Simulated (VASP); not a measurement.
Band-structure run, with input and output: GaP (part 2 of 2)

The same run, continued: GaP (F-43m, 2 atoms in the cell); Kohn-Sham DFT of a periodic cell, PBEsol, VASP PAW PBE potentials, recommended, no spin polarisation (VASP 6.6.1); cutoff 520 eV, 8×8×8 k-mesh, Gaussian smearing of 0.03 eV. The structure derives from an entry of the Crystallography Open Database.

Geometry of the input (Å; fractional positions):
```
0.0000  2.7184  2.7184
2.7184  0.0000  2.7184
2.7184  2.7184  0.0000
Ga 0.0000  0.0000  0.0000
P  0.2500  0.2500  0.2500
```

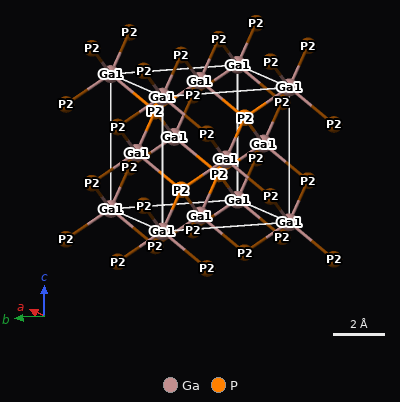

Figure 1. The structure as given in the input (ball-and-stick view of the cell 4 times as large as that of the calculation, set on its symmetry axes, seen at an oblique angle; neighbours outside the cell are drawn fainter; atoms are numbered from 1 in the order of the input).

## Parts of OUTCAR, continued
```
  position of ions in fractional coordinates (direct lattice)
     0.000000000  0.000000000  0.000000000
     0.250000000  0.250000000  0.250000000

  ion indices of the primitive-cell ions
   primitive index   ion index
                 1           1
                 2           2

----------------------------------------------------------------------------------------

 KPOINTS: Automatic mesh

Automatic generation of k-mesh.
 Grid dimensions read from file:
 generate k-points for:    8    8    8

 Generating k-lattice:

  Cartesian coordinates                     Fractional coordinates (reciprocal lattice)
    -0.022991328  0.022991328  0.022991328     0.125000000  0.000000000  0.000000000
     0.022991328 -0.022991328  0.022991328     0.000000000  0.125000000  0.000000000
     0.022991328  0.022991328 -0.022991328     0.000000000  0.000000000  0.125000000

  Length of vectors
     0.039822148  0.039822148  0.039822148

  Shift w.r.t. Gamma in fractional coordinates (k-lattice)
     0.000000000  0.000000000  0.000000000

 Subroutine IBZKPT returns following result:
 ===========================================

 Found     29 irreducible k-points:

 Following reciprocal coordinates:
            Coordinates               Weight
  0.000000  0.000000  0.000000      1.000000
  0.125000  0.000000  0.000000      8.000000
  0.250000  0.000000  0.000000      8.000000
  0.375000  0.000000  0.000000      8.000000
  0.500000  0.000000  0.000000      4.000000
  0.125000  0.125000  0.000000      6.000000
  0.250000  0.125000  0.000000     24.000000
  0.375000  0.125000  0.000000     24.000000
  0.500000  0.125000  0.000000     24.000000
 -0.375000  0.125000  0.000000     24.000000
 -0.250000  0.125000  0.000000     24.000000
 -0.125000  0.125000  0.000000     12.000000
  0.250000  0.250000  0.000000      6.000000
  0.375000  0.250000  0.000000     24.000000
  0.500000  0.250000  0.000000     24.000000
 -0.375000  0.250000  0.000000     24.000000
 -0.250000  0.250000  0.000000     12.000000
  0.375000  0.375000  0.000000      6.000000
  0.500000  0.375000  0.000000     24.000000
 -0.375000  0.375000  0.000000     12.000000
  0.500000  0.500000  0.000000      3.000000
  0.375000  0.250000  0.125000     24.000000
  0.500000  0.250000  0.125000     48.000000
 -0.375000  0.250000  0.125000     24.000000
 [... further k-points ...]
   k-points           NKPTS =     29   k-points in BZ     NKDIM =     29   number of bands    NBANDS=     16
   number of dos      NEDOS =    301   number of ions     NIONS =      2
   total plane-waves  NPLWV =  27000
   dimension x,y,z NGX =    30 NGY =   30 NGZ =   30
   dimension x,y,z NGXF=    60 NGYF=   60 NGZF=   60
   ions per type =               1   1
   NGX,Y,Z   is equivalent  to a cutoff of  12.97, 12.97, 12.97 a.u.
   NGXF,Y,Z  is equivalent  to a cutoff of  25.95, 25.95, 25.95 a.u.
 SYSTEM =  GaP
   PREC   = accura    normal or accurate (medium, high low for compatibility)
   ISTART =      0    job   : 0-new  1-cont  2-samecut
   ICHARG =      2    charge: 1-file 2-atom 10-const
   ISPIN  =      1    spin polarized calculation?
   LNONCOLLINEAR =      F non collinear calculations
   LSORBIT =      F    spin-orbit coupling
   LASPH  =      T    aspherical Exc in radial PAW
   ENCUT  =  520.0 eV  38.22 Ry    6.18 a.u.   7.15  7.15  7.15*2*pi/ulx,y,z
   NELM   =     80;   NELMIN=  2; NELMDL= -5     # of ELM steps
   EDIFF  = 0.1E-05   stopping-criterion for ELM
   LREAL  =      F    real-space projection
   EDIFFG = 0.1E-04   stopping-criterion for IOM
   NSW    =      0    number of steps for IOM
   IBRION =     -1    ionic relax: 0-MD 1-quasi-New 2-CG
   NFREE  =      0    steps in history (QN), initial steepest desc. (CG)
   ISIF   =      2    stress and relaxation
   ISYM   =      2    0-nonsym 1-usesym 2-fastsym
   POTIM  = 0.5000    time-step for ionic-motion
   TEBEG  =    0.0;   TEEND  =   0.0 temperature during run
   PSTRESS=    0.0 pullay stress
   NELECT =      18.0000    total number of electrons
   NUPDOWN=      -1.0000    fix difference up-down
   EMIN   =  10.00;   EMAX   =-10.00  energy-range for DOS
   EFERMI =   0.00;   METHOD = LEGACY
   ISMEAR =     0;   SIGMA  =   0.03  broadening in eV -4-tet -1-fermi 0-gaus
   EFERMI_NEDOS =   21; number of points for ismear=-14 and -15
   IALGO  =     38    algorithm
   IMIX   =      4    mixing-type and parameters
     AMIX     =   0.40;   BMIX     =  1.00
     AMIX_MAG =   1.60;   BMIX_MAG =  1.00
  volume/ion in A,a.u.               =      20.09       135.56
  Fermi-wavevector in a.u.,A,eV,Ry     =   1.252679  2.367220 21.350316  1.569204
  Thomas-Fermi vector in A             =   2.386568
   LORBIT       =      0    0 simple, 1 ext, 2 COOP (PROOUT), +10 PAW based schemes
   GGA     = PS    functional components
   LHFCALC =     F    Hartree Fock is set to
   AEXX    =    0.0000 exact exchange contribution
   IVDW    =     0    specifies the selected vdW correction
   LEPSILON=     F    determine dielectric tensor
   LRPA    =     F    only Hartree local field effects (RPA)
 non-spin polarized calculation
 Gauss-broadening in eV      SIGMA  =   0.03
  energy-cutoff  :      520.00
  volume of cell :       40.18
 maximum number of plane-waves:      1106
 NGX is ok and might be reduce to    30
   NGX = 15   NGY = 15   NGZ = 15

 number of electron      17.9999987 magnetization

 Free energy of the ion-electron system (eV)
  ---------------------------------------------------
  ext. energy  EPLUGINS =         0.00000000
  ---------------------------------------------------
  free energy    TOTEN  =        -9.92109599 eV

  energy without entropy =       -9.92109599  energy(sigma->0) =       -9.92109599

 the core state eigenenergies are
   1-  1s -10219.4834  2s  -1252.8931  2p  -1089.3583  3s   -138.7794  3p    -89.5057

   2-  1s  -2072.9371  2s   -163.1753  2p   -113.6422

 E-fermi :   4.7714     XC(G=0): -10.0554     alpha+bet :-10.9548

 val. band max:        4.6457644587   @ k =   0.0000   0.0000   0.0000
 cond. band min:       6.1467769734   @ k =   0.5000   0.5000   0.0000
 fundamental gap:      1.5010125147
 Fermi energy:         4.7714348069

 k-point     1 :       0.0000    0.0000    0.0000
  band No.  band energies     occupation
      1      -9.9083      2.00000
      2      -9.9083      2.00000
      3      -9.9083      2.00000
      4      -9.8053      2.00000
      5      -9.8053      2.00000
      6      -7.9355      2.00000
      7       4.6458      2.00000
      8       4.6458      2.00000
      9       4.6458      2.00000
     10       6.4581      0.00000
     11       8.4706      0.00000
     12       8.4706      0.00000
     13       8.4706      0.00000
     14      13.2445      0.00000
     15      14.4282      0.00000
     16      14.4282      0.00000

 k-point     2 :       0.1250    0.0000    0.0000
  band No.  band energies     occupation
      1      -9.9228      2.00000
      2      -9.9035      2.00000
      3      -9.9035      2.00000
      4      -9.8053      2.00000
      5      -9.8053      2.00000
      6      -7.7296      2.00000
      7       2.9917      2.00000
      8       4.4094      2.00000
      9       4.4094      2.00000
     10       7.0702      0.00000
     11       8.8278      0.00000
     12       8.8278      0.00000
     13       9.0593      0.00000
     14      13.7663      0.00000
     15      13.7663      0.00000
     16      14.1671      0.00000

 k-point     3 :       0.2500    0.0000    0.0000
  band No.  band energies     occupation
      1      -9.9543      2.00000
      2      -9.8931      2.00000
      3      -9.8931      2.00000
      4      -9.8040      2.00000
      5      -9.8040      2.00000
      6      -7.1458      2.00000
      7       0.7149      2.00000
      8       3.9674      2.00000
      9       3.9674      2.00000
     10       6.7472      0.00000
     11       9.3369      0.00000
     12       9.3369      0.00000
     13      10.9452      0.00000
     14      13.5727      0.00000
     15      13.5727      0.00000
     16      14.3794      0.00000

 k-point     4 :       0.3750    0.0000    0.0000
  band No.  band energies     occupation
      1      -9.9824      2.00000
      2      -9.8852      2.00000
      3      -9.8852      2.00000
      4      -9.8001      2.00000
      5      -9.8001      2.00000
      6      -6.3273      2.00000
      7      -1.2078      2.00000
      8       3.6274      2.00000
      9       3.6274      2.00000
     10       6.3843      0.00000
     11       9.3711      0.00000
     12       9.3711      0.00000
     13      12.5455      0.00000
     14      14.3506      0.00000
     15      14.7919      0.00000
     16      14.7919      0.00000

 k-point     5 :       0.5000    0.0000    0.0000
  band No.  band energies     occupation
      1      -9.9934      2.00000
      2      -9.8827      2.00000
      3      -9.8827      2.00000
      4      -9.7977      2.00000
      5      -9.7977      2.00000
      6      -5.8199      2.00000
      7      -2.0940      2.00000
      8       3.5053      2.00000
      9       3.5053      2.00000
     10       6.2538      0.00000
     11       9.2947      0.00000
     12       9.2947      0.00000
     13      12.7478      0.00000
     14      15.4385      0.00000
     15      16.3377      0.00000
     16      16.3377      0.00000

 [... the levels of 10 k-points are left out ...]

 k-point    16 :      -0.3750    0.2500    0.0000
  band No.  band energies     occupation
      1     -10.0002      2.00000

------------------------ aborting loop because EDIFF is reached ----------------------------------------

  FORCE on cell =-STRESS in cart. coord.  units (eV):
  Direction    XX          YY          ZZ          XY          YZ          ZX
  --------------------------------------------------------------------------------------
  -------------------------------------------------------------------------------------
  Total       -0.0036012     -0.0036012     -0.0036012     -0.0000000      0.0000000      0.0000000
  in kB       -0.1436096     -0.1436096     -0.1436096     -0.0000000      0.0000000      0.0000000
  external PRESSURE =      -0.1436096 kB  Pullay stress =       0.0000000 kB

 VOLUME and BASIS-vectors are now :
 -----------------------------------------------------------------------------
  energy-cutoff  :      520.00
  volume of cell :       40.18
      direct lattice vectors                 reciprocal lattice vectors
     0.000000000  2.718416302  2.718416302    -0.183930622  0.183930622  0.183930622
     2.718416302  0.000000000  2.718416302     0.183930622 -0.183930622  0.183930622
     2.718416302  2.718416302  0.000000000     0.183930622  0.183930622 -0.183930622

 POSITION                                       TOTAL-FORCE (eV/Angst)
 -----------------------------------------------------------------------------------
      0.00000      0.00000      0.00000         0.000000      0.000000      0.000000
      1.35921      1.35921      1.35921        -0.000000     -0.000000     -0.000000
 -----------------------------------------------------------------------------------
    total drift:                                0.000000      0.000000      0.000000

  FREE ENERGIE OF THE ION-ELECTRON SYSTEM (eV)
  ---------------------------------------------------
  free  energy   TOTEN  =        -9.9210959881 eV

  energy  without entropy=       -9.9210959881  energy(sigma->0) =       -9.92109599
```

## CONTCAR
```
GaP
   1.00000000000000
     0.0000000000000000    2.7184163017000000    2.7184163017000000
     2.7184163017000000    0.0000000000000000    2.7184163017000000
     2.7184163017000000    2.7184163017000000    0.0000000000000000
  Ga              P
     1     1
Direct
     0.0000000000000000    0.0000000000000000    0.0000000000000000
     0.2500000000000000    0.2500000000000000    0.2500000000000000

  0.00000000E+00  0.00000000E+00  0.00000000E+00
  0.00000000E+00  0.00000000E+00  0.00000000E+00
```

## Key numbers

| quantity | value |
| --- | --- |
| outcome | converged |
| space group (tolerance 0.01 Å) | F-43m (216) |
| electrons treated | 18 |
| free energy | −9.9211 eV |
| Fermi energy of the self-consistent step | 4.771 eV |
| gap on the k-point mesh | 1.50 eV |
| gap on the band path | 1.45 eV |
| pressure | −0.01 GPa |
| largest force (length of the vector) | under 0.001 eV/Å |
| hardware | 1 thread of AMD EPYC (Zen 3), 64 GiB of memory available, shared host |
| wall time | 81 s |
| peak memory | 0.15 GiB |
